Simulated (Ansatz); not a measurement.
# Geometry relaxation of SiC (part 2 of 2)

Continued. System: SiC (12 atoms in the cell). Method: DFT PBE, scalar-relativistic, plane waves, PAW, no spin polarisation (Ansatz 0.2.0); cutoff 420 eV, 12×12×2 k-mesh, Gaussian smearing of 0.02 eV. The structure derives from a Materials Project entry.

Geometry of the input (Å; fractional positions):
```
3.0766  0.0000  0.0000
-1.5383  2.6644  0.0000
0.0000  0.0000  15.0981
Si 0.3333  0.6667  0.8330
Si 0.6667  0.3333  0.3330
Si 0.6667  0.3333  0.6665
Si 0.3333  0.6667  0.1665
Si 0.0000  0.0000  0.4997
Si 0.0000  0.0000  0.9997
C  0.0000  0.0000  0.8744
C  0.0000  0.0000  0.3744
C  0.3333  0.6667  0.7080
C  0.6667  0.3333  0.2080
C  0.6667  0.3333  0.5415
C  0.3333  0.6667  0.0415
```

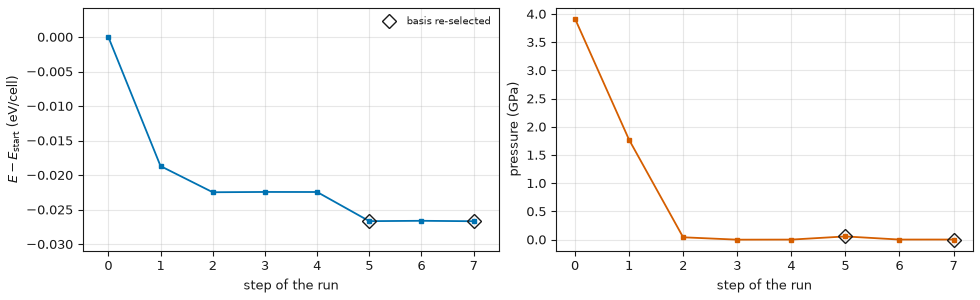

*Progress of the relaxation, step by step (the first geometry is step 0 here and step 1 in the log).*

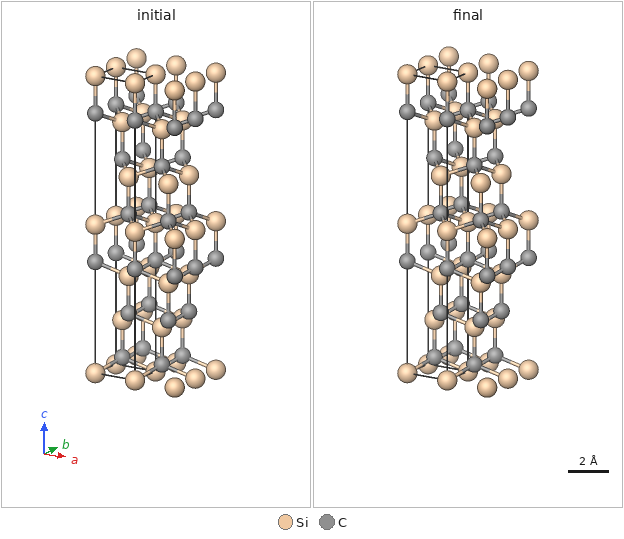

*Before (left) and after (right) the relaxation, at one scale (ball-and-stick view of the cell of the calculation, repeated 2 × 2 × 1, seen slightly off an axis).*

Over 5 geometry steps the energy falls by 26.6 meV per cell of the calculation. The largest force component goes from 0.0088 to under 0.0001 eV/Å. Pressure: 3.92 GPa at the start and 0.00 GPa at the end. 1 further SCF at an unchanged geometry re-selected the plane-wave basis for the new cell. The atoms keep their places relative to the cell (all moves are under 0.005 Å). The volume changes by +1.8 %, with a = b 3.077 → 3.095 Å (+0.6 %), c 15.098 → 15.187 Å (+0.6 %). Among the contacts that change: Si1–C7 1.883 → 1.894 Å, Si1–C9 1.887 → 1.898 Å. The space group stays P6_3mc (No. 186). The energy change given includes the shifts at the re-selections in mid-walk, which come without any move. A last SCF at the same geometry on a re-selected plane-wave basis shifts the energy by −0.1 meV per cell of the calculation. (Atoms are counted from 1 in the order of the input.)

```
basis re-selected at this cell: Δ(F+E_penalty+E_count) = -6.399e-5 eV, ΔP = +0.000 GPa vs the last step (what re-selecting the basis moved, of the pressure what is left beyond the Pulay correction that the steps carried, after the strain that the cell walked since its last selection, with what the two solves' SCF thresholds leave and, on support functions, any second-order correction that the steps lacked; it is no measure of the basis error at this ecutwfc). This SCF's stress stands 1.55e-3 GPa from its target on what of the cell is left free (relax.cell.stress_tol is 5.00e-2 GPa) and its largest allowed force component is 7.09e-5 eV/Å (relax.f_tol is 5.00e-3 eV/Å): within both
SCF converged after 6 iterations
Free energy (F): -5322.969586 eV
Harris-Foulkes:  -5322.969586 eV  (|F-HF|=3.64e-12)
Internal energy: -5322.969586 eV  (E = F + TS)
E sigma→0 (E₀):  -5322.969586 eV
Fermi energy:    10.356643 eV
--- Per-component energies (eV) ---
  E_band       = 165.141915
  E_kinetic    = 809.593038
  E_local      = -633.370430  (includes V_loc(G=0)·N_el)
  E_nonlocal   = 309.949392
  E_hartree    = 194.021660
  E_xc         = -631.496958
  E_vxc        = -654.242355  (∫ρ·V_xc dr)
  E_paw        = -3672.107932  (= ΣΔE_a)
  E_vpaw       = -54.831129  (= ΣTr[D̂ρ^β])
  E_aug_tail   = 0.000071  (compensation charges beyond the density's cutoff)
  E_ewald      = -1699.558426
  E_smearing   = -0.000000  (= −TS)
  E_closure    = -0.000000  (closes the sum)
  Σ components = -5322.969586   (vs F -5322.969586, Δ=0.00e0)
--- Forces (eV/Å), atoms counted from 1 ---
  atom   1  Si    -0.00000000     0.00000000     0.00006676
  atom   2  Si     0.00000000    -0.00000000     0.00006676
  atom   3  Si     0.00000000     0.00000000     0.00006325
  atom   4  Si    -0.00000000    -0.00000000     0.00006325
  atom   5  Si     0.00000000     0.00000000     0.00006114
  atom   6  Si    -0.00000000    -0.00000000     0.00006114
  atom   7  C      0.00000000    -0.00000000    -0.00005834
  atom   8  C      0.00000000     0.00000000    -0.00005834
  atom   9  C      0.00000000    -0.00000000    -0.00007102
  atom  10  C      0.00000000     0.00000000    -0.00007102
  atom  11  C     -0.00000000    -0.00000000    -0.00006230
  atom  12  C      0.00000000     0.00000000    -0.00006230
  max |Σ_I F_I| component: 9.98e-7 eV/Å
--- Stress (GPa, compression-positive) ---
        0.000665      -0.000000       0.000000
       -0.000000       0.000665      -0.000000
        0.000000      -0.000000       0.001554
  P = ⅓ Tr σ = 0.0010 GPa (0.010 kbar)
--- Band table (eV; the first three rows and the last of 38) ---
  k-point 0: bands = ["-6.0000", "-5.4845", "-5.4495", "-3.9745", "-3.9458", "-2.4878", "0.8367", "3.1448", "3.1829", "6.9243", "6.9510", "8.2006", "8.2006", "8.3870", "8.3870", "8.4936", "8.4936", "8.9603", "8.9603", "9.0407", "9.0407", "9.3060", "9.3413", "9.3413", "14.3877", "14.5596", "14.9615", "15.4597", "15.4702", "15.8716", "16.1801", "16.1801", "16.4105", "16.4105", "16.5990", "16.7087"]
  k-point 1: bands = ["-5.8659", "-5.8659", "-4.8185", "-4.8185", "-3.0181", "-3.0181", "1.5843", "1.5843", "5.0292", "5.0292", "8.2594", "8.2594", "8.2594", "8.2594", "8.5772", "8.5772", "8.7065", "8.7065", "8.7065", "8.7065", "9.2460", "9.2460", "9.2460", "9.2460", "14.4549", "14.4549", "15.1947", "15.1947", "15.8261", "15.8261", "16.2740", "16.2740", "16.2740", "16.2740", "16.6012", "16.6012"]
  k-point 2: bands = ["-5.8808", "-5.3670", "-5.3316", "-3.8629", "-3.8340", "-2.3873", "0.9452", "3.2212", "3.2597", "6.8713", "6.9069", "7.5219", "7.7910", "7.8913", "7.9662", "8.2063", "8.2868", "8.5157", "8.5977", "8.8669", "8.8941", "8.9299", "9.2290", "9.2928", "14.7108", "14.9039", "15.1527", "15.6184", "15.6811", "15.8613", "16.0019", "16.1705", "16.4441", "16.4625", "16.5920", "16.6252"]
  k-point 37: bands = ["-1.5266", "-1.5266", "-1.3979", "-1.3979", "-1.3575", "-1.3575", "1.9288", "1.9288", "2.0959", "2.0959", "2.4886", "2.4886", "3.6091", "3.6091", "4.1461", "4.1461", "4.5650", "4.5650", "6.3225", "6.3225", "6.7317", "6.7317", "7.1016", "7.1016", "13.0081", "13.0081", "13.6616", "13.6616", "14.7599", "14.7599", "16.6364", "16.6364", "17.8285", "17.8285", "18.4969", "18.4969"]
--- Relaxed structure (6 steps of the walk, 6 accepted, 2 SCFs on fresh bases) ---
  F+E_penalty+E_count = -5322.96958580 eV   max|allowed force component| = 7.093e-5 eV/Å   (the final SCF, on the basis selected at the relaxed cell)
  cell:  # Å, volume = 125.9830 Å³
    - [3.0950015870234986, 2.9039974982532757e-9, -3.964509479444411e-35]
    - [-1.547500796026685, 2.6803499976635052, -3.5962053235935323e-35]
    - [-1.9455271920106122e-34, -1.2161051254124314e-34, 15.18657096303845]
  atoms:
    - { symbol: Si, position: [0.3333333333333333, 0.6666666666666667, 0.8329927010155002] }
    - { symbol: Si, position: [0.6666666666666665, 0.33333333333333337, 0.3329927010155002] }
    - { symbol: Si, position: [0.6666666666666665, 0.33333333333333337, 0.6665012399330278] }
    - { symbol: Si, position: [0.3333333333333333, 0.6666666666666667, 0.16650123993302782] }
    - { symbol: Si, position: [5.7510352652272855e-34, 2.332630682482775e-33, 0.49972302540124913] }
    - { symbol: Si, position: [-9.949349082709217e-34, -2.1428885905356792e-33, 0.999723025401249] }
    - { symbol: C, position: [-4.703876743832902e-34, 1.326693528480593e-33, 0.8743713552906962] }
    - { symbol: C, position: [6.360968953227419e-34, -1.468246448503587e-33, 0.37437135529069643] }
    - { symbol: C, position: [0.3333333333333333, 0.6666666666666667, 0.7079991939269984] }
    - { symbol: C, position: [0.6666666666666665, 0.33333333333333337, 0.2079991939269983] }
    - { symbol: C, position: [0.6666666666666665, 0.33333333333333337, 0.5415134844325276] }
    - { symbol: C, position: [0.3333333333333333, 0.6666666666666667, 0.04151348443252779] }
```

Trajectory as extended XYZ (Å, eV, eV/Å), 8 frames, from step=1 to step=8
```
12
Lattice="3.0766 0.0000 0.0000 -1.5383 2.6644 0.0000 0.0000 0.0000 15.0981" Properties=species:S:1:pos:R:3:forces:R:3 step=1 energy=-5322.94291 pressure_GPa=3.92
Si    0.0000    1.7763   12.5765    0.0000   0.0000   0.0023
Si    1.5383    0.8881    5.0275    0.0000   0.0000   0.0023
Si    1.5383    0.8881   10.0629    0.0000   0.0000   0.0009
Si    0.0000    1.7763    2.5138    0.0000   0.0000   0.0009
Si    0.0000    0.0000    7.5450    0.0000   0.0000  -0.0088
Si    0.0000    0.0000   15.0940    0.0000   0.0000  -0.0088
C     0.0000    0.0000   13.2013    0.0000   0.0000   0.0063
C     0.0000    0.0000    5.6522    0.0000   0.0000   0.0063
C     0.0000    1.7763   10.6894    0.0000   0.0000   0.0008
C     1.5383    0.8881    3.1404    0.0000   0.0000   0.0008
C     1.5383    0.8881    8.1759    0.0000   0.0000  -0.0014
C     0.0000    1.7763    0.6269    0.0000   0.0000  -0.0014
12
Lattice="3.0865 0.0000 0.0000 -1.5433 2.6730 0.0000 0.0000 0.0000 15.1438" Properties=species:S:1:pos:R:3:forces:R:3 step=2 energy=-5322.96160 pressure_GPa=1.77
Si    0.0000    1.7820   12.6148    0.0000   0.0000  -0.0028
Si    1.5433    0.8910    5.0429    0.0000   0.0000  -0.0028
Si    1.5433    0.8910   10.0934    0.0000   0.0000  -0.0015
Si    0.0000    1.7820    2.5215    0.0000   0.0000  -0.0015
Si    0.0000    0.0000    7.5678    0.0000   0.0000  -0.0052
Si    0.0000    0.0000   15.1397    0.0000   0.0000  -0.0052
C     0.0000    0.0000   13.2411    0.0000   0.0000   0.0058
C     0.0000    0.0000    5.6692    0.0000   0.0000   0.0058
C     0.0000    1.7820   10.7217    0.0000   0.0000   0.0019
C     1.5433    0.8910    3.1498    0.0000   0.0000   0.0019
C     1.5433    0.8910    8.2005    0.0000   0.0000   0.0017
C     0.0000    1.7820    0.6286    0.0000   0.0000   0.0017
12
Lattice="3.0944 0.0000 0.0000 -1.5472 2.6798 0.0000 0.0000 0.0000 15.1861" Properties=species:S:1:pos:R:3:forces:R:3 step=3 energy=-5322.96539 pressure_GPa=0.04
Si    0.0000    1.7865   12.6498    0.0000   0.0000   0.0003
Si    1.5472    0.8933    5.0568    0.0000   0.0000   0.0003
Si    1.5472    0.8933   10.1215    0.0000   0.0000  -0.0003
Si    0.0000    1.7865    2.5285    0.0000   0.0000  -0.0003
Si    0.0000    0.0000    7.5888    0.0000   0.0000  -0.0002
Si    0.0000    0.0000   15.1819    0.0000   0.0000  -0.0002
C     0.0000    0.0000   13.2783    0.0000   0.0000   0.0001
C     0.0000    0.0000    5.6853    0.0000   0.0000   0.0001
C     0.0000    1.7865   10.7518    0.0000   0.0000   0.0004
C     1.5472    0.8933    3.1587    0.0000   0.0000   0.0004
C     1.5472    0.8933    8.2235    0.0000   0.0000  -0.0002
C     0.0000    1.7865    0.6305    0.0000   0.0000  -0.0002
12
Lattice="3.0949 0.0000 0.0000 -1.5475 2.6803 0.0000 0.0000 0.0000 15.1833" Properties=species:S:1:pos:R:3:forces:R:3 step=4 energy=-5322.96535 pressure_GPa=-0.00
Si    0.0000    1.7869   12.6477    0.0000   0.0000  -0.0014
Si    1.5475    0.8934    5.0560    0.0000   0.0000  -0.0014
Si    1.5475    0.8934   10.1198    0.0000   0.0000  -0.0013
Si    0.0000    1.7869    2.5281    0.0000   0.0000  -0.0013
Si    0.0000    0.0000    7.5875    0.0000   0.0000  -0.0018
Si    0.0000    0.0000   15.1792    0.0000   0.0000  -0.0018
C     0.0000    0.0000   13.2757    0.0000   0.0000   0.0014
C     0.0000    0.0000    5.6841    0.0000   0.0000   0.0014
C     0.0000    1.7869   10.7497    0.0000   0.0000   0.0010
C     1.5475    0.8934    3.1580    0.0000   0.0000   0.0010
C     1.5475    0.8934    8.2218    0.0000   0.0000   0.0021
C     0.0000    1.7869    0.6302    0.0000   0.0000   0.0021
12
Lattice="3.0947 0.0000 0.0000 -1.5474 2.6801 0.0000 0.0000 0.0000 15.1853" Properties=species:S:1:pos:R:3:forces:R:3 step=5 energy=-5322.96535 pressure_GPa=0.00
Si    0.0000    1.7867   12.6492    0.0000   0.0000   0.0001
Si    1.5474    0.8934    5.0566    0.0000   0.0000   0.0001
Si    1.5474    0.8934   10.1210    0.0000   0.0000   0.0003
Si    0.0000    1.7867    2.5284    0.0000   0.0000   0.0003
Si    0.0000    0.0000    7.5884    0.0000   0.0000   0.0005
Si    0.0000    0.0000   15.1810    0.0000   0.0000   0.0005
C     0.0000    0.0000   13.2776    0.0000   0.0000  -0.0003
C     0.0000    0.0000    5.6849    0.0000   0.0000  -0.0003
C     0.0000    1.7867   10.7512    0.0000   0.0000  -0.0002
C     1.5474    0.8934    3.1585    0.0000   0.0000  -0.0002
C     1.5474    0.8934    8.2230    0.0000   0.0000  -0.0004
C     0.0000    1.7867    0.6304    0.0000   0.0000  -0.0004
12
Lattice="3.0947 0.0000 0.0000 -1.5474 2.6801 0.0000 0.0000 0.0000 15.1853" Properties=species:S:1:pos:R:3:forces:R:3 step=6 energy=-5322.96957 pressure_GPa=0.06
Si    0.0000    1.7867   12.6492    0.0000   0.0000   0.0001
Si    1.5474    0.8934    5.0566    0.0000   0.0000   0.0001
Si    1.5474    0.8934   10.1210    0.0000   0.0000   0.0003
Si    0.0000    1.7867    2.5284    0.0000   0.0000   0.0003
Si    0.0000    0.0000    7.5884    0.0000   0.0000   0.0005
Si    0.0000    0.0000   15.1810    0.0000   0.0000   0.0005
C     0.0000    0.0000   13.2776    0.0000   0.0000  -0.0003
C     0.0000    0.0000    5.6849    0.0000   0.0000  -0.0003
C     0.0000    1.7867   10.7512    0.0000   0.0000  -0.0002
C     1.5474    0.8934    3.1585    0.0000   0.0000  -0.0002
C     1.5474    0.8934    8.2230    0.0000   0.0000  -0.0004
C     0.0000    1.7867    0.6304    0.0000   0.0000  -0.0004
12
Lattice="3.0950 0.0000 0.0000 -1.5475 2.6803 0.0000 0.0000 0.0000 15.1866" Properties=species:S:1:pos:R:3:forces:R:3 step=7 energy=-5322.96952 pressure_GPa=0.00
Si    0.0000    1.7869   12.6503    0.0000   0.0000   0.0001
Si    1.5475    0.8934    5.0570    0.0000   0.0000   0.0001
Si    1.5475    0.8934   10.1219    0.0000   0.0000   0.0001
Si    0.0000    1.7869    2.5286    0.0000   0.0000   0.0001
Si    0.0000    0.0000    7.5891    0.0000   0.0000   0.0001
Si    0.0000    0.0000   15.1824    0.0000   0.0000   0.0001
C     0.0000    0.0000   13.2787    0.0000   0.0000  -0.0001
C     0.0000    0.0000    5.6854    0.0000   0.0000  -0.0001
C     0.0000    1.7869   10.7521    0.0000   0.0000  -0.0001
C     1.5475    0.8934    3.1588    0.0000   0.0000  -0.0001
C     1.5475    0.8934    8.2237    0.0000   0.0000  -0.0001
C     0.0000    1.7869    0.6304    0.0000   0.0000  -0.0001
12
Lattice="3.0950 0.0000 0.0000 -1.5475 2.6803 0.0000 0.0000 0.0000 15.1866" Properties=species:S:1:pos:R:3:forces:R:3 step=8 energy=-5322.96959 pressure_GPa=0.00
Si    0.0000    1.7869   12.6503    0.0000   0.0000   0.0001
Si    1.5475    0.8934    5.0570    0.0000   0.0000   0.0001
Si    1.5475    0.8934   10.1219    0.0000   0.0000   0.0001
Si    0.0000    1.7869    2.5286    0.0000   0.0000   0.0001
Si    0.0000    0.0000    7.5891    0.0000   0.0000   0.0001
Si    0.0000    0.0000   15.1824    0.0000   0.0000   0.0001
C     0.0000    0.0000   13.2787    0.0000   0.0000  -0.0001
C     0.0000    0.0000    5.6854    0.0000   0.0000  -0.0001
C     0.0000    1.7869   10.7521    0.0000   0.0000  -0.0001
C     1.5475    0.8934    3.1588    0.0000   0.0000  -0.0001
C     1.5475    0.8934    8.2237    0.0000   0.0000  -0.0001
C     0.0000    1.7869    0.6304    0.0000   0.0000  -0.0001
```

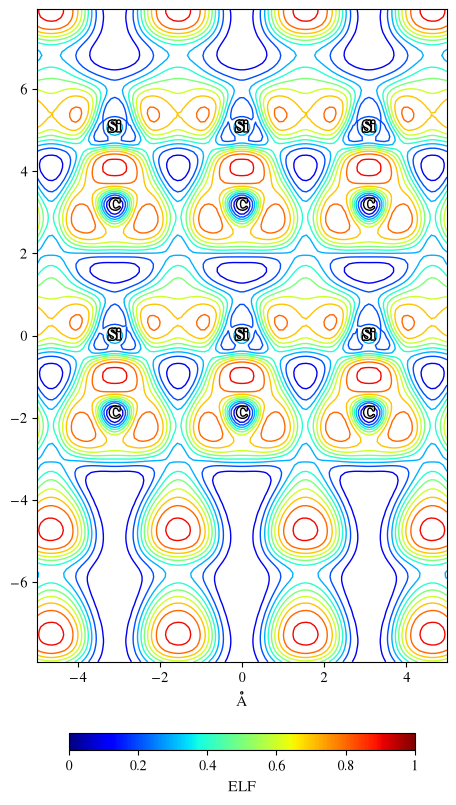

*ELF on the (010) plane of the conventional cell.*

The plane passes through Si and C nuclei. Si–C (1.90 Å): the ELF peaks at about 0.95 between the atoms (localised, shared-pair bonding). Core electrons are frozen (PAW), so the fields are smoothed inside the atomic spheres.

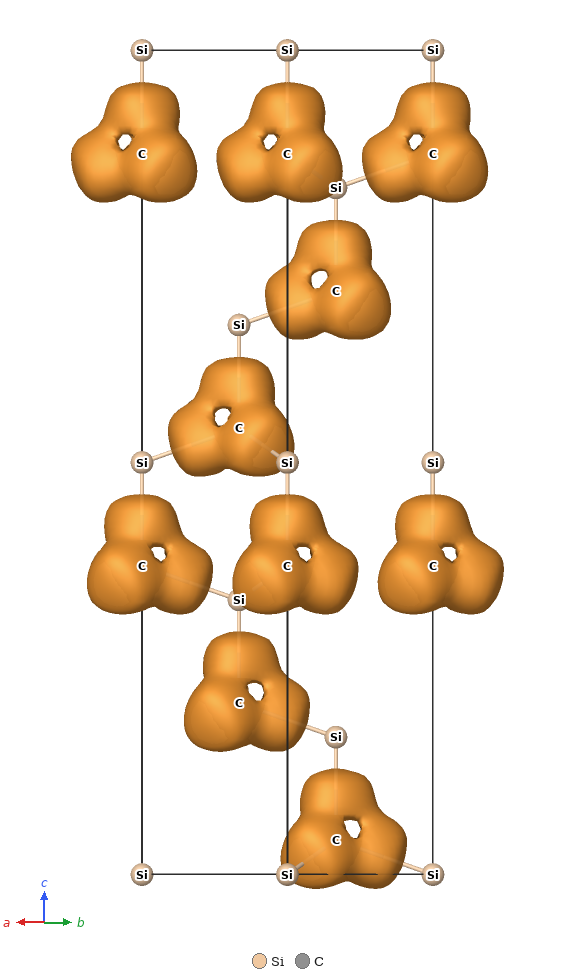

*Isosurface of the electron localisation function at 0.7 (orange), seen along [110]. Only the valence region is drawn (cores and ρ < 0.01 e/Å³ removed). Sticks mark near contacts. The outline is the cell set on symmetry axes.*

Values along the shortest contacts:
